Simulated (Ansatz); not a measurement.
Input of the run:

```
crystal:
  lattice:
    - [4.6604301138, 0.0, 0.0]
    - [0.0, 4.6604301138, 0.0]
    - [0.0, 0.0, 4.6604301138]
  atoms:
    - { symbol: Si, position: [0.25, 0.5, 0.0] }
    - { symbol: Si, position: [0.75, 0.5, 0.0] }
    - { symbol: Si, position: [0.0, 0.25, 0.5] }
    - { symbol: Si, position: [0.0, 0.75, 0.5] }
    - { symbol: Si, position: [0.5, 0.0, 0.25] }
    - { symbol: Si, position: [0.5, 0.0, 0.75] }
basis:
  ecutwfc: 420
kpoints:
  mp_grid: { grid: [8, 8, 8] }
  band_path:
    path:
      - [[0.0, 0.0, 0.0], [0.0, 0.5, 0.0], [0.5, 0.5, 0.0], [0.0, 0.0, 0.0], [0.5, 0.5, 0.5], [0.0, 0.5, 0.0]]
      - [[0.5, 0.5, 0.5], [0.5, 0.5, 0.0]]
    npoints: 14
hamiltonian:
  xc: pbe
scf:
  occupations: { method: gaussian, width: 0.1 }
  n_extra_bands: 15
output:
  forces: true
  stress: true
  eigenvalues: true
  populations: true
  dos: { projected: true, de: 0.02, nscf_kmesh: { grid: [10, 10, 10] } }
  bader: true
  write_density: true
  write_potential: true
  elf: true
  volumetric_format: npy
```

Launched with:
```bash
ansatz run input.yaml --threads 1 --pin off --max-ram 2048MiB --backend cpu --events-out ev --progress --plain --runs-dir out
```

What does the calculation give for the electronic structure? The path is Γ–X–M–Γ–R–X|R–M.

A metal: bands cross the Fermi level along this path. Bands cross the Fermi level on every line of the path. At R the nearest levels lie 5.49 eV below and 2.55 eV above the Fermi level. The density of states at the Fermi level is about 2.8 per eV and cell (mean within 0.25 eV), or 0.47 per atom.

The structure is an invented one, so it need not be a known or stable phase.

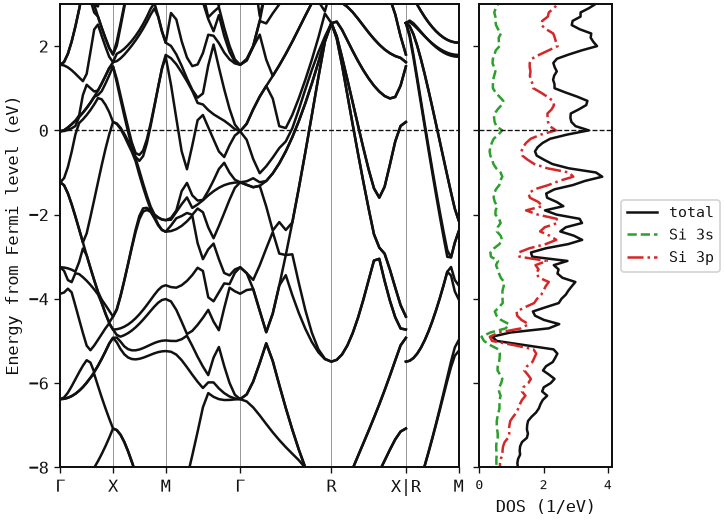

Band structure and density of states. Energies are counted from the Fermi level. The partial curves are projected on Löwdin-orthogonalised atomic shells.
